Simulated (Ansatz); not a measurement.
# GeSe(100) (Pnma bulk, 8 atomic planes (those closer than 0.6 Å count as one), 19 Å, SeGe-terminated): simulated STM

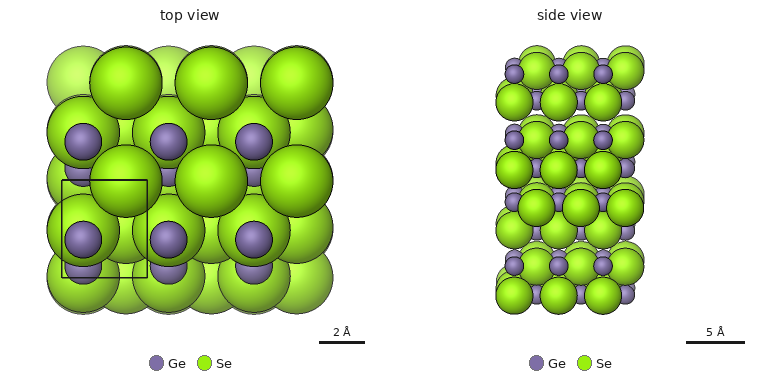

The relaxed structure from above and from the side.

Theory: DFT PBE, scalar-relativistic, plane waves, PAW in Ansatz 0.2.0. Cutoff 420 eV, 15 × 13 k-points, Gaussian smearing 0.05 eV, dipole correction. The slab is a cut without reconstruction beyond its cell, at the source's lattice constants, with its lower half held fixed and the rest relaxed. No spin polarisation. The run couldn't confirm all of its levels under its output density.

Tersoff–Hamann simulation (s-wave tip); biases are sample biases. Zero bias is put in the middle of the gap by convention. Bias windows are sharp sums over the levels of the k mesh.

```
CELL_PARAMETERS angstrom
3.83550 0.00000 0.00000
0.00000 4.39540 0.00000
0.00000 0.00000 36.04420
ATOMIC_POSITIONS crystal
Ge 0.75000 0.61130 0.23582
Se 0.25000 0.99760 0.24348
Se 0.75000 0.49760 0.30570
Ge 0.25000 0.11130 0.31336
Ge 0.75000 0.88870 0.38610
Se 0.25000 0.50240 0.39376
Se 0.75000 0.00240 0.45597
Ge 0.25000 0.38870 0.46363
Ge 0.75000 0.62205 0.54176
Se 0.25000 0.01752 0.54762
Se 0.75000 0.51779 0.61233
Ge 0.25000 0.12306 0.61810
Ge 0.75000 0.88641 0.70146
Se 0.25000 0.48565 0.70385
Se 0.75000 0.98859 0.77194
Ge 0.25000 0.39039 0.77365
```

Part 1: One image

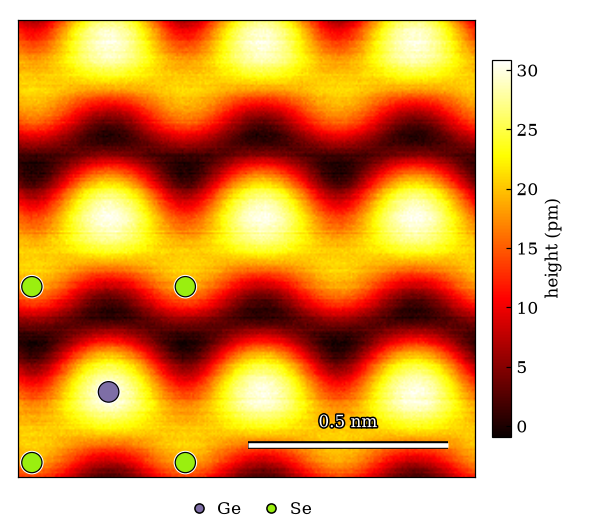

Constant-current image at a set point of 1.9 × 10⁻⁶ e/Å³ of this surface, sample bias −1.60 V. The atoms seen from above are drawn over one corner (deeper ones smaller). Noise was added to mimic a scan.

What lies under the maxima and minima of this image?

Answer. The brightest spots lie over the top Ge atoms, with weaker maxima over points just beside the top Se atoms; the darkest points are over points 1.3 Å to the side of the top Se atoms. The corrugation is 30 pm at a mean tip height of 4.5 Å.

Part 2: Approach curves

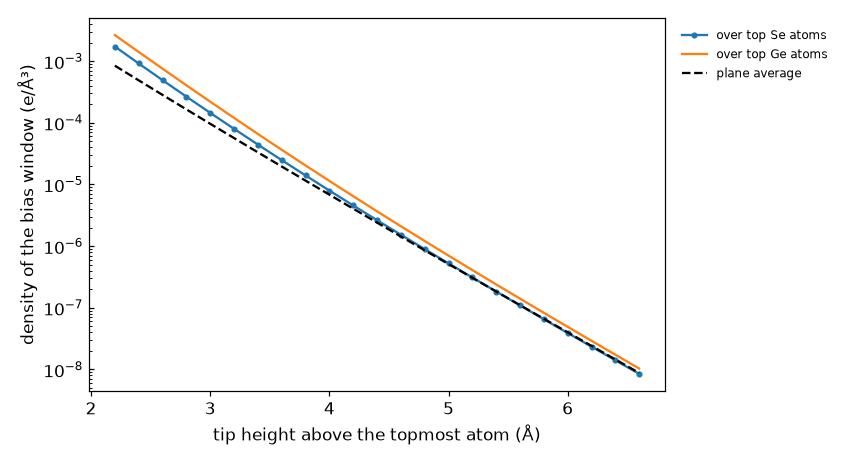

Approach curves over this surface at a sample bias of −1.60 V.

How fast does the current decay, and what apparent barrier height does that imply?

Answer. Near 4 Å the plane average falls as exp(−2.62 z/Å), a factor of 14 per ångström, which gives an apparent barrier of 6.5 eV (0.952 eV Å² times the slope squared). The vacuum level lies 4.10 eV above zero bias. The highest filled states lie 4.47 eV under it. The apparent barrier is well above 4.47 eV. At 4 Å the 0.28 eV of states nearest the highest filled state carry 7 % of the density. The value exceeds even the 5.70 eV between the vacuum level and the deepest states of the window, so their depth alone doesn't explain it. States away from the zone centre decay faster, since their momentum along the surface adds to the barrier, and that may account for the rest.

Part 3: States by depth

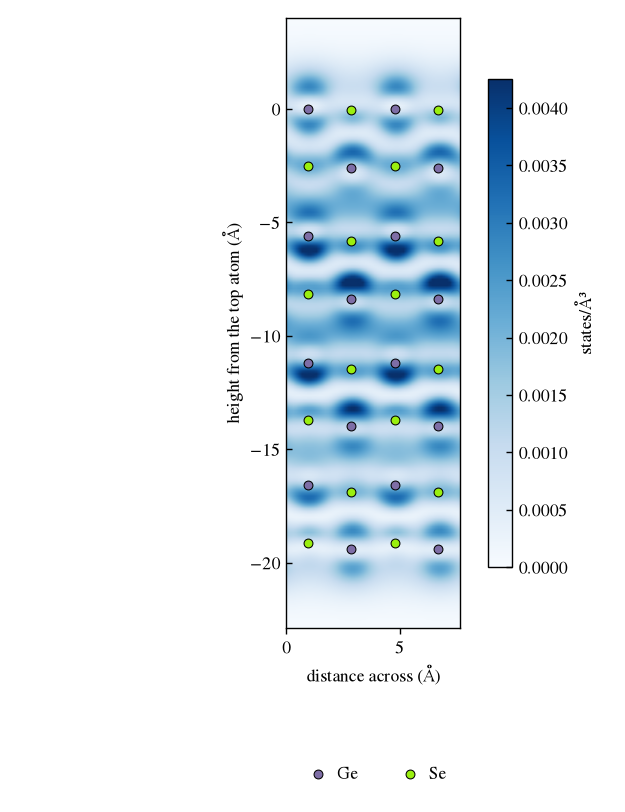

Density of all states between 0.00 and +0.65 eV (zero: the middle of the gap) of this surface: side view, averaged along the second cell vector.

The picture shows the smooth PAW orbitals' density alone; the shares below count all of it.

Where in the slab do these states sit?

Answer. The window holds 0.63 states per cell. Shares by plane (space cut midway between planes), top to bottom: GeSe 12 %, GeSe 12 %, GeSe 15 %, GeSe 14 %, GeSe 14 %, GeSe 13 %, GeSe 9 %, GeSe 11 %; the outer planes' shares include the vacuum, and density in a gap between layers is shared out between the planes on either side.
